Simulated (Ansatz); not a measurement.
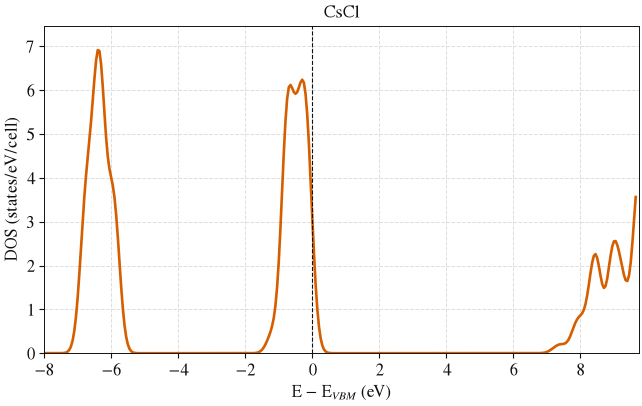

Density of states. Energies are counted from the top of the valence band. The curve is built from the levels of the k mesh with Gaussians 0.4 eV wide, which also blur the band edges.

System: CsCl, space group Pm-3m (No. 221), 2 atoms in the cell, CsCl type.

Ansatz; DFT, PBE0, plane waves, PAW, no spin polarisation, 4×4×4 k mesh, 420 eV cutoff.

Metal or insulator, going by the density of states?

Answer. There is a gap; over the k points computed it is 7.25 eV (direct among those points).

How wide is the upper valence band?

Answer. The upper group of valence states starts about 1.2 eV under the valence-band top, with a gap beneath it; it holds about 6 electrons a cell.
